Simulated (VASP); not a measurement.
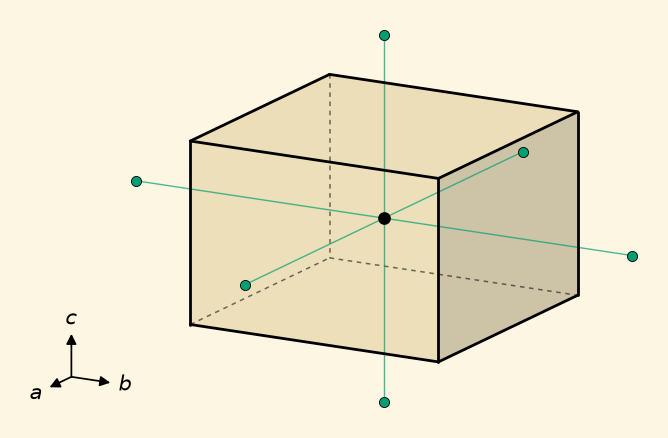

Crystal: MnF2, the geometry relaxed with VASP Kohn-Sham DFT of a periodic cell, RPBE, VASP PAW PBE potentials, recommended (VASP). The Wigner–Seitz cell of the crystal's lattice, with lines to the lattice points that define its faces. The drawing is computed from the coordinates (standard cell, symmetry found to 0.002 Å).

a = 5.043 Å, b = 5.043 Å, c = 3.376 Å, α = 90.00°, β = 90.00°, γ = 90.00°; lattice centring P.

### What is the cell's combinatorial type?

A parallelepiped: 6 faces (6 with 4 edges), 12 edges, 8 vertices. Its volume is that of the primitive cell, 85.9 Å³.

### Which lattice vectors do the faces bisect?

| example | length (Å) | faces | edges of each | area (Å²) |
| --- | --- | --- | --- | --- |
| c | 3.38 | 2 | 4 | 25.4 |
| a | 5.04 | 4 | 4 | 17.0 |
